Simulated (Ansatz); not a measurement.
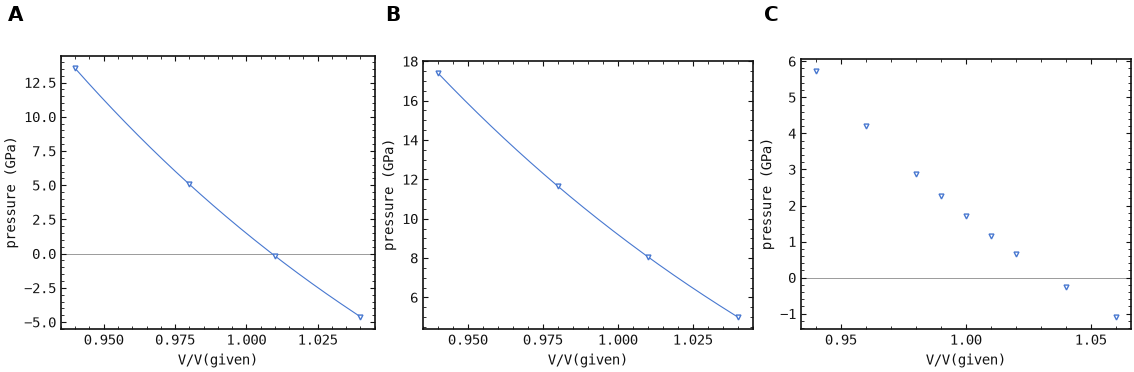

Each panel shows the pressure against V/V(given) for one of these solids: AgCl, Cmcm (No. 63), 20.4 Å³/atom; BaTiO₃, Pm-3m (No. 221), 12.9 Å³/atom; SnS₂, P-3m1 (No. 164), 20.5 Å³/atom.

Calculation (Ansatz 0.2.0): periodic Kohn-Sham DFT of a crystal at fixed atoms, scaled to the stated factor times the given cell; pressure positive in compression, energy less spherical unpolarised free atoms. Level: PBE.

Which panel belongs to which solid?

Answer. A is BaTiO₃ (pressure from −4.6 GPa to 13.5 GPa); B is SnS₂ (pressure from 5.0 GPa to 17.4 GPa); C is AgCl (pressure from −1.090 GPa to 5.717 GPa).

For AgCl, limits of the calculation: field gradient without spin-orbit coupling on heavy atoms; shape and atomic fractions are frozen while scaling, which makes layered, chain and framework solids too stiff.

For BaTiO₃, limits of the calculation: field gradient without spin-orbit coupling on heavy atoms; no spin-orbit coupling on heavy atoms.

For SnS₂, limits of the calculation: field gradient without spin-orbit coupling on heavy atoms; the volumes run don't bracket the minimum of the energy, so any equilibrium value is extrapolated; shape and atomic fractions are frozen while scaling, which makes layered, chain and framework solids too stiff.
